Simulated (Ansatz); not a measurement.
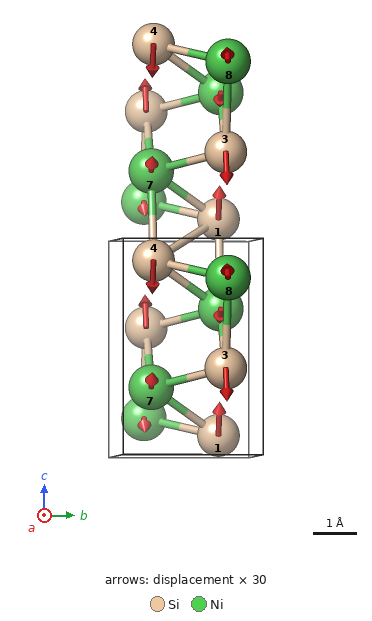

This is a relaxation of solid SiNi (set up in Pnma). The starting structure is drawn; red arrows show the displacements (the part carried along by the change of the cell is left out), 30 times their true length.

The picture is a ball-and-stick view of the cell of the calculation, repeated 1 × 1 × 2 with one cell outlined, seen from a free direction.

Case: volume × 0.88, shape and atoms relaxed.

Computed with DFT PBEsol, scalar-relativistic, plane waves, PAW (Ansatz 0.2.0). Set-up: plane-wave cutoff 420 eV; k-point mesh 8 × 10 × 6; occupations gaussian; smearing width 0.1 eV; no spin polarisation; cell relaxed at fixed volume; force threshold 0.01 eV/Å; at most 30 steps.

What did the optimiser do to the structure, and how much energy did it gain?

Answer. The largest moves relative to the cell, 0.030 Å, are those of Si atoms. By element the largest moves are Si 0.030 Å, Ni 0.018 Å. The drawn cell changes at constant volume: a 4.838 → 4.822 Å (−0.3 %), b 3.338 → 3.389 Å (+1.5 %), c 5.146 → 5.086 Å (−1.2 %). Some distances before and after: Ni–Si 2.198 → 2.213 Å, Si–Si 2.568 → 2.580 Å, Ni–Si 2.292 → 2.301 Å. The space group stays Pnma (No. 62). Over 4 accepted moves (5 points after the start) the energy falls by 12.3 meV per cell of the calculation. The largest force component goes from 0.094 to 0.0026 eV/Å. Pressure: 30.36 GPa at the start and 28.98 GPa at the end. At 1 point the geometry stayed and the basis and grid were re-selected for the new cell (energy shift of 0.1 meV per cell of the calculation at most each time).

Limits of the set-up: an element that often carries a moment was run without spin polarisation.
